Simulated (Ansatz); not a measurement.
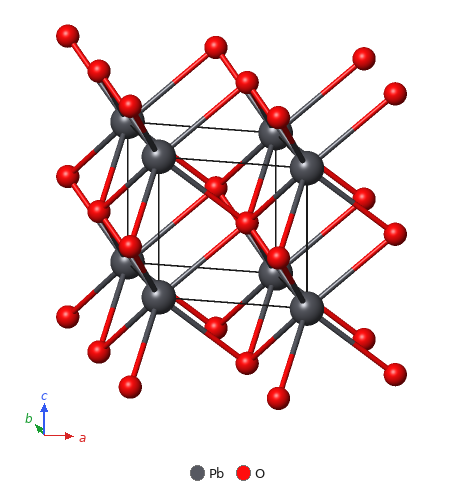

The crystal in a ball-and-stick representation, seen slightly off an axis. The lines enclose the conventional unit cell; boundary atoms appear with their images. A few atoms beyond the faces are included. Cell: a = 3.57 Å, b = 3.57 Å, c = 3.30 Å, α = 90.00°, β = 90.00°, γ = 120.00°.

Origin of the cell: a structure type filled with these elements by a generator (whether the compound takes this form wasn't checked). Earlier steps of the study, as a rule a relaxation of our own, may have changed the cell and positions, so they can lie some per cent off the listed ones. Ansatz was used for an electronic-structure calculation on it.

Question: Describe the crystal.

Answer: The formula is PbO. Space group P-6m2 (No. 187), lattice primitive hexagonal. In terms of structure types, this is tungsten carbide (WC) type. One cell contains 1 Pb, 1 O, 2 atoms in all. The neighbours of Pb are six O in a trigonal prismatic arrangement at about 2.6 Å. The neighbours of O are six Pb in a trigonal prismatic arrangement at about 2.6 Å. The bonds build a three-dimensional framework.

The numbers come from Ansatz, DFT PBE, scalar-relativistic, plane waves, PAW, using plane waves up to 420 eV, k-points on a 12×12×10 grid, Gaussian smearing of 0.05 eV, no spin polarisation.

Question: What does the calculation say: metal or gapped?

Answer: A metal: bands cross the Fermi level.

Question: What does a Bader analysis give?

Answer: Pb +1.17 e; O -1.17 e.

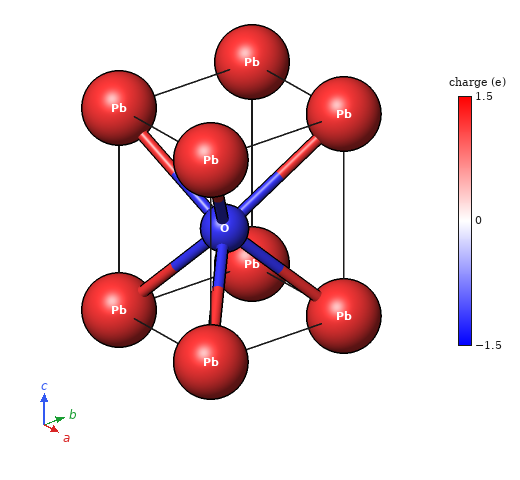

The atoms coloured by those charges. The run's cell of 2 atoms is drawn.

Question: Is the structure in equilibrium?

Answer: Yes. All forces vanish to within 0.01 eV/Å. The pressure is 0.0 GPa, close to zero.
